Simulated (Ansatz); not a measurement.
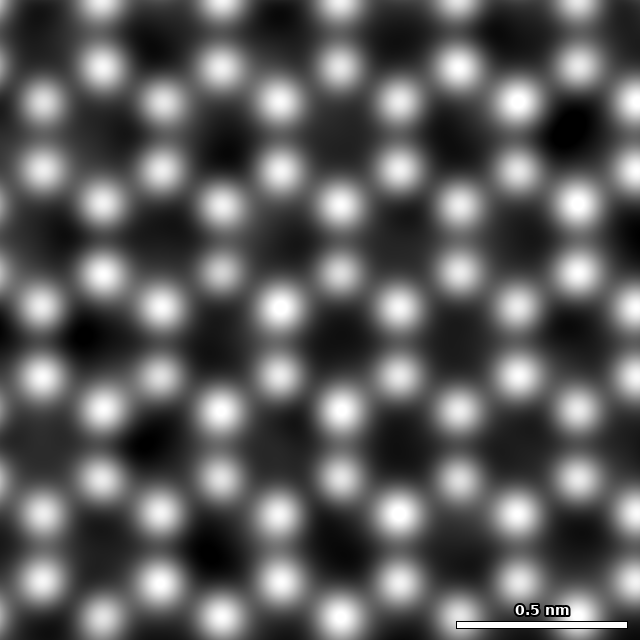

An image along [001] of one of the structures below (computed or model cells, partly hypothetical, each in its standard cell). Simulated incoherent Z contrast: every atom adds Z^1.7 spread by a probe of 1.24 Å full width; channelling and multiple scattering are left out. The probe carries 15 % of its weight in a tail 2.5 times as wide. The speckle of an amorphous layer was added.

A. Pd
Space group Fm-3m (No. 225). a = 3.947 Å, b = 3.947 Å, c = 3.947 Å, α = 90.00°, β = 90.00°, γ = 90.00°
```tsv
atom	site	symmetry	x	y	z
Pd	4a	m-3m	0.0000	0.0000	0.0000
```

B. Lu
Space group Pm-3m (No. 221). a = 3.175 Å, b = 3.175 Å, c = 3.175 Å, α = 90.00°, β = 90.00°, γ = 90.00°
```
atom  site  symmetry       x       y       z
  Lu    1a      m-3m  0.0000  0.0000  0.0000
```

C. Ba
Space group Im-3m (No. 229). a = 5.074 Å, b = 5.074 Å, c = 5.074 Å, α = 90.00°, β = 90.00°, γ = 90.00°
| atom | site | symmetry | x | y | z |
| --- | --- | --- | --- | --- | --- |
| Ba | 2a | m-3m | 0.0000 | 0.0000 | 0.0000 |

D. Lu
Space group P6_3/mmc (No. 194). a = 3.538 Å, b = 3.538 Å, c = 5.507 Å, α = 90.00°, β = 90.00°, γ = 120.00°
```tsv
atom	site	symmetry	x	y	z
Lu	2c	-6m2	0.3333	0.6667	0.2500
```

Which structure was imaged?

D, Lu. Along [001] the projected cells are A 1.97 × 1.97 Å, 90°; B 3.17 × 3.17 Å, 90°; C 3.59 × 3.59 Å, 90°; D 3.54 × 3.54 Å, 120°. The image repeats as D does.

Structure D: the input geometry of a calculation.
